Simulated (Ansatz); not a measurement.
## What a change does: single-point calculation on Na₄F

System: Na₄F (Im-3m, 5 atoms in the cell).
Method of the first run: DFT PBE, scalar-relativistic, plane waves, PAW, spin-polarised (Ansatz 0.2.0).

The structure was made by a generator, so it may or may not be a known phase. Text and figures count atoms from 1; the logs count them from 0 in places.

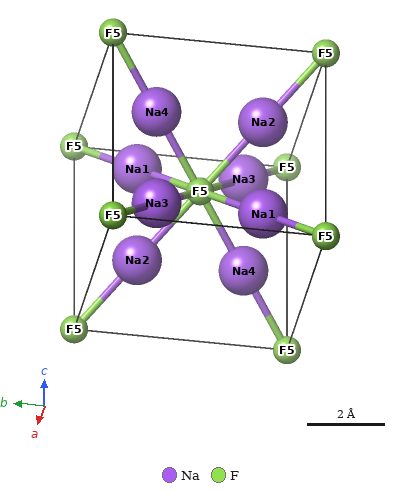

The input geometry (ball-and-stick view of the cell 2 times as large as that of the calculation, set on its symmetry axes, seen at an oblique angle; atoms are numbered from 1 in the order of the input). Near neighbours in the crystal (not all of them lie inside the picture): Na has 2 F at 2.46 Å; F has 8 Na at 2.46 Å.

Input file, the first run:
```yaml
crystal:
  lattice:
    - [-2.83850542, 2.83850542, 2.83850542]
    - [2.83850542, -2.83850542, 2.83850542]
    - [2.83850542, 2.83850542, -2.83850542]
  atoms:
    - { symbol: Na, position: [0.5, 0.5, 0.5] }
    - { symbol: Na, position: [0.0, 0.0, 0.5] }
    - { symbol: Na, position: [0.0, 0.5, 0.0] }
    - { symbol: Na, position: [0.5, 0.0, 0.0] }
    - { symbol: F, position: [0.0, 0.0, 0.0], spin: 1.0 }
basis:
  ecutwfc: 420
kpoints:
  mp_grid: { grid: [4, 4, 4] }
hamiltonian:
  xc: pbe
scf:
  occupations: { method: gaussian, width: 0.1 }
  lower_state_search: "off"
output:
  forces: true
  stress: true
  eigenvalues: true
  populations: true
magnetization:
  spin_polarized: true
```

Command:
```bash
ansatz run input.yaml --threads 1 --pin off --max-ram 2048MiB --backend cpu --events-out ev --progress --plain --runs-dir out
```

Hardware: 1 thread of Arm Neoverse V1, 24 GiB of memory available, shared host.

Output, shortened to warnings, some set-up lines, iterations and results (the first run):
```
Basis set: ecut = 420 eV, 1745 PW (Γ), exchange–correlation on 72×72×72 points (8 copies of the dense FFT grid, shifted against one another)
Symmetry: 48 space group operations
k-points: 8 of 64
Initial density: superposition of atomic densities (chi_scale 0.1, normalization cell, long waves kept (reshape's long-wave potential 0.04 eV rms))
[...]
SCF iter   1: F=—  HF=-6775.827832 eV  |F-HF|=—  |Δ(HF+E_count)|=         —  Δρ=2.24e-1 (↑2.24e-1 ↓1.75e-1)  dr2=1.75e2  dr2_m=5.35e-1  M=0.352 μB ∫|m|=0.574 μB  β_m=0.30  …
SCF iter   2: F=—  HF=-6755.078286 eV  |F-HF|=—  |Δ(HF+E_count)|=    2.07e1  Δρ=4.84e-2 (↑3.11e-2 ↓4.84e-2)  dr2=2.29e0  dr2_m=5.63e-1  M=0.114 μB ∫|m|=0.228 μB  β_m=0.30  …
SCF iter   3: F=—  HF=-6754.930338 eV  |F-HF|=—  |Δ(HF+E_count)|=   1.48e-1  Δρ=3.08e-2 (↑2.35e-2 ↓3.08e-2)  dr2=1.37e0  dr2_m=3.17e-1  M=0.130 μB ∫|m|=0.212 μB  β_m=0.30  …
SCF iter   4: F=—  HF=-6754.630330 eV  |F-HF|=—  |Δ(HF+E_count)|=   3.00e-1  Δρ=2.33e-2 (↑2.33e-2 ↓9.02e-3)  dr2=4.98e-1  dr2_m=1.82e-1  M=0.133 μB ∫|m|=0.193 μB  β_m=0.30  …
SCF iter   5: F=—  HF=-6754.511840 eV  |F-HF|=—  |Δ(HF+E_count)|=   1.18e-1  Δρ=1.25e-2 (↑1.25e-2 ↓1.21e-2)  dr2=9.97e-2  dr2_m=1.07e-1  M=0.132 μB ∫|m|=0.175 μB  β_m=0.30  …
[... 6 lines ...]
SCF iter  12: F=—  HF=-6754.537278 eV  |F-HF|=—  |Δ(HF+E_count)|=   2.47e-5  Δρ=1.20e-5 (↑8.75e-6 ↓1.20e-5)  dr2=7.41e-7  dr2_m=8.79e-9  M=0.266 μB ∫|m|=0.267 μB  β_m=0.96  …
SCF iter  13: F=—  HF=-6754.537278 eV  |F-HF|=—  |Δ(HF+E_count)|=   6.60e-8  Δρ=4.93e-6 (↑4.93e-6 ↓4.38e-6)  dr2=1.14e-7  dr2_m=7.47e-9  M=0.267 μB ∫|m|=0.268 μB  β_m=0.98  …
SCF iter  14: F=-6754.537278 eV  HF=-6754.537278 eV  |F-HF|=5.62e-9  |Δ(HF+E_count)|=   1.66e-9  Δρ=1.90e-6 (↑1.90e-6 ↓1.27e-6)  dr2=5.53e-9  dr2_m=9.38e-10  M=0.266 μB …
SCF iter  15: F=-6754.537278 eV  HF=-6754.537278 eV  |F-HF|=4.46e-11  |Δ(HF+E_count)|=   9.82e-9  Δρ=3.60e-7 (↑3.60e-7 ↓2.82e-7)  dr2=2.71e-10  dr2_m=6.87e-12  M=0.266 μB …
SCF 1 converged in 15 iterations: F = -6754.537278 eV  dr2 = 2.71e-10
SCF converged after 15 iterations
Magnetization: 0.2663 μB (21.6332 up, 21.3668 down)
Absolute magnetization: 0.2674 μB (∫|ρ↑−ρ↓|, with the PAW one-centre terms)
Spin contamination: 0.0002 ħ² per cell (⟨S²⟩ above its minimum at these occupations)
Per-site moments (μB) at R_I (Å): [(0.00890832429712616, 1.0140148435311747), (0.008908324297125814, 1.0140148435311747), (0.008908324297126055, 1.0140148435311747), (0.008908324297125928, 1.0140148435311747), (0.01063484468764759, 1.0140148435311747)]
Free energy (F): -6754.537278 eV
Harris-Foulkes:  -6754.537278 eV  (|F-HF|=4.46e-11)
Internal energy: -6754.527015 eV  (E = F + TS)
E sigma→0 (E₀):  -6754.532147 eV
Entropy (-TS):   -0.010263 eV (-2.053 meV/atom)
Fermi energy:    5.325739 eV
--- Per-component energies (eV) ---
  E_band       = -896.236245
  E_kinetic    = 694.028318
  E_local      = -5762.605250  (includes V_loc(G=0)·N_el)
  E_nonlocal   = 535.381452
  E_hartree    = 2083.509967
  E_xc         = -237.813511
  E_vxc        = -305.448352  (∫ρ·V_xc dr)
  E_paw        = -1252.827916  (= ΣΔE_a)
  E_vpaw       = -224.613885  (= ΣTr[D̂ρ^β])
  E_aug_tail   = 0.002050  (compensation charges beyond the density's cutoff)
  E_ewald      = -2814.202125
  E_smearing   = -0.010263  (= −TS)
  E_closure    = 0.000000  (closes the sum)
  Σ components = -6754.537278   (vs F -6754.537278, Δ=0.00e0)
--- Forces (eV/Å), atoms counted from 1 ---
  atom   1  Na     0.00000000     0.00000000    -0.00000000
  atom   2  Na     0.00000000    -0.00000000     0.00000000
  atom   3  Na     0.00000000    -0.00000000    -0.00000000
  atom   4  Na     0.00000000    -0.00000000     0.00000000
  atom   5  F     -0.00000000     0.00000000     0.00000000
  max |Σ_I F_I| component: 7.61e-29 eV/Å
--- Stress (GPa, compression-positive) ---
        8.102296       0.000000       0.000000
        0.000000       8.102296       0.000000
       -0.000000      -0.000000       8.102296
  P = ⅓ Tr σ = 8.1023 GPa (81.023 kbar)
--- Löwdin populations: 5 sites ---
  site symbol       q [e]    m [muB]
     0     Na      8.6997     0.0522
     1     Na      8.6997     0.0522
     2     Na      8.6997     0.0522
     3     Na      8.6997     0.0522
     4      F      7.8029     0.0086
  spilling = 0.009260 (of n_electrons = 43.000000)
```

The input of the second run differs as follows (lines with − go, lines with + come):
```diff
-    - [-2.83850542, 2.83850542, 2.83850542]
-    - [2.83850542, -2.83850542, 2.83850542]
-    - [2.83850542, 2.83850542, -2.83850542]
+    - [-3.184110525, 3.184110525, 3.184110525]
+    - [3.184110525, -3.184110525, 3.184110525]
+    - [3.184110525, 3.184110525, -3.184110525]
```

Predict how the results change.

With the same functional and potentials, the second run lies 139.7 meV per atom lower. The pressure goes from 8.10 to −0.10 GPa. The volume per atom goes from 18.30 to 25.83 Å³. The SCF takes 17 iterations against 15. The plane waves at Γ go from 1745 to 2491.

Output, shortened to warnings, some set-up lines, iterations and results (the second run):
```
Basis set: ecut = 420 eV, 2491 PW (Γ), exchange–correlation on 80×80×80 points (8 copies of the dense FFT grid, shifted against one another)
Symmetry: 48 space group operations
k-points: 8 of 64
Initial density: superposition of atomic densities (chi_scale 0.1, normalization cell, long waves kept (reshape's long-wave potential 0.11 eV rms))
[...]
SCF iter   1: F=—  HF=-6785.090745 eV  |F-HF|=—  |Δ(HF+E_count)|=         —  Δρ=2.25e-1 (↑2.25e-1 ↓1.69e-1)  dr2=2.72e2  dr2_m=9.86e-1  M=0.086 μB ∫|m|=0.327 μB  β_m=0.30  …
SCF iter   2: F=—  HF=-6756.473137 eV  |F-HF|=—  |Δ(HF+E_count)|=    2.86e1  Δρ=6.24e-2 (↑3.33e-2 ↓6.24e-2)  dr2=5.33e0  dr2_m=5.04e-1  M=0.039 μB ∫|m|=0.149 μB  β_m=0.30  …
SCF iter   3: F=—  HF=-6755.598977 eV  |F-HF|=—  |Δ(HF+E_count)|=   8.74e-1  Δρ=3.27e-2 (↑1.69e-2 ↓3.27e-2)  dr2=1.51e0  dr2_m=2.53e-1  M=0.067 μB ∫|m|=0.156 μB  β_m=0.30  …
SCF iter   4: F=—  HF=-6755.435851 eV  |F-HF|=—  |Δ(HF+E_count)|=   1.63e-1  Δρ=2.18e-2 (↑2.18e-2 ↓4.60e-3)  dr2=9.52e-1  dr2_m=1.30e-1  M=0.096 μB ∫|m|=0.168 μB  β_m=0.30  …
SCF iter   5: F=—  HF=-6755.226755 eV  |F-HF|=—  |Δ(HF+E_count)|=   2.09e-1  Δρ=9.31e-3 (↑9.31e-3 ↓9.04e-3)  dr2=1.07e-1  dr2_m=8.51e-2  M=0.080 μB ∫|m|=0.132 μB  β_m=0.30  …
[... 8 lines ...]
SCF iter  14: F=—  HF=-6755.235731 eV  |F-HF|=—  |Δ(HF+E_count)|=   5.76e-5  Δρ=8.47e-6 (↑4.00e-6 ↓8.47e-6)  dr2=2.82e-7  dr2_m=1.91e-8  M=0.291 μB ∫|m|=0.294 μB  β_m=0.99  …
SCF iter  15: F=-6755.235730 eV  HF=-6755.235730 eV  |F-HF|=2.38e-7  |Δ(HF+E_count)|=   3.16e-7  Δρ=6.53e-6 (↑6.53e-6 ↓6.10e-6)  dr2=1.36e-8  dr2_m=4.48e-8  M=0.291 μB …
SCF iter  16: F=-6755.235731 eV  HF=-6755.235731 eV  |F-HF|=1.03e-7  |Δ(HF+E_count)|=   3.66e-7  Δρ=4.15e-6 (↑4.15e-6 ↓3.91e-6)  dr2=8.00e-10  dr2_m=1.91e-8  M=0.293 μB …
SCF iter  17: F=-6755.235731 eV  HF=-6755.235731 eV  |F-HF|=3.11e-10  |Δ(HF+E_count)|=   2.66e-7  Δρ=3.41e-7 (↑3.41e-7 ↓2.36e-7)  dr2=2.39e-10  dr2_m=3.90e-11  M=0.292 μB …
SCF 1 converged in 17 iterations: F = -6755.235731 eV  dr2 = 2.39e-10
SCF converged after 17 iterations
Magnetization: 0.2924 μB (21.6462 up, 21.3538 down)
Absolute magnetization: 0.2947 μB (∫|ρ↑−ρ↓|, with the PAW one-centre terms)
Spin contamination: 0.0004 ħ² per cell (⟨S²⟩ above its minimum at these occupations)
Per-site moments (μB) at R_I (Å): [(0.010828415970641365, 1.137477248781805), (0.010828415970641759, 1.137477248781805), (0.010828415970641256, 1.137477248781805), (0.010828415970641709, 1.137477248781805), (0.01093984903156277, 1.137477248781805)]
Free energy (F): -6755.235731 eV
Harris-Foulkes:  -6755.235731 eV  (|F-HF|=3.11e-10)
Internal energy: -6755.224391 eV  (E = F + TS)
E sigma→0 (E₀):  -6755.230061 eV
Entropy (-TS):   -0.011339 eV (-2.268 meV/atom)
Fermi energy:    2.929008 eV
--- Per-component energies (eV) ---
  E_band       = -984.706541
  E_kinetic    = 687.792077
  E_local      = -6281.134130  (includes V_loc(G=0)·N_el)
  E_nonlocal   = 533.681978
  E_hartree    = 2300.775186
  E_xc         = -234.981894
  E_vxc        = -301.625319  (∫ρ·V_xc dr)
  E_paw        = -1252.612498  (= ΣΔE_a)
  E_vpaw       = -224.973886  (= ΣTr[D̂ρ^β])
  E_aug_tail   = 0.001971  (compensation charges beyond the density's cutoff)
  E_ewald      = -2508.747081
  E_smearing   = -0.011339  (= −TS)
  E_closure    = 0.000000  (closes the sum)
  Σ components = -6755.235731   (vs F -6755.235731, Δ=0.00e0)
--- Forces (eV/Å), atoms counted from 1 ---
  atom   1  Na     0.00000000    -0.00000000     0.00000000
  atom   2  Na     0.00000000     0.00000000     0.00000000
  atom   3  Na     0.00000000    -0.00000000     0.00000000
  atom   4  Na     0.00000000    -0.00000000    -0.00000000
  atom   5  F     -0.00000000     0.00000000     0.00000000
  max |Σ_I F_I| component: 5.36e-29 eV/Å
--- Stress (GPa, compression-positive) ---
       -0.100414       0.000000      -0.000000
       -0.000000      -0.100414      -0.000000
        0.000000      -0.000000      -0.100414
  P = ⅓ Tr σ = -0.1004 GPa (-1.004 kbar)
--- Löwdin populations: 5 sites ---
  site symbol       q [e]    m [muB]
     0     Na      8.7186     0.0537
     1     Na      8.7186     0.0537
     2     Na      8.7186     0.0537
     3     Na      8.7186     0.0537
     4      F      7.7860     0.0101
  spilling = 0.007902 (of n_electrons = 43.000000)
```

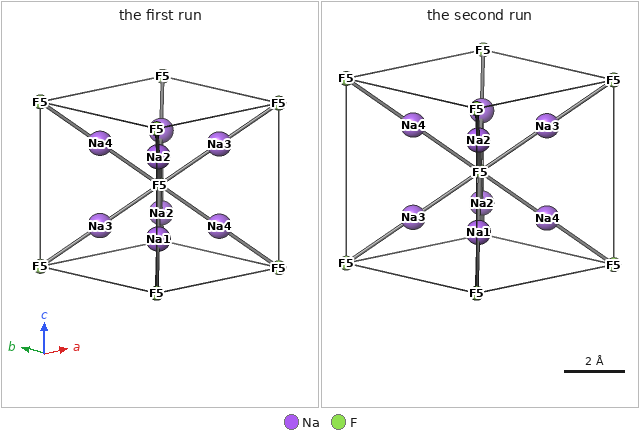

The two input geometries at one scale (ball-and-stick view of the cell 2 times as large as that of the calculation, set on its symmetry axes, seen at an oblique angle). No atom moves by more than 0.005 Å relative to the cell. The volume changes by +41.2 %, with a = b = c 5.677 → 6.368 Å (+12.2 %). Among the contacts that change: Na1–F5 2.458 → 2.758 Å.

The two runs side by side:

```csv
quantity,the first run,the second run
outcome,converged,converged
free energy per atom (eV),−1350.9075,−1351.0471
"energy per atom, smearing taken to zero (eV)",−1350.9064,−1351.0460
gap on the mesh (eV),0.00,0.00
net moment of the cell (μB),0.27,0.29
absolute moment of the cell (μB),0.27,0.29
pressure (GPa),8.10,−0.10
volume per atom (Å³),18.30,25.83
largest force (eV/Å),0.000,0.000
SCF iterations,15,17
irreducible k-points,8,8
plane waves at Γ,1745,2491
wall time (shared host),5 s,6.9 s
```

For the first run: The cell is under a pressure of 8.1 GPa at this level, so it is not at its equilibrium volume.
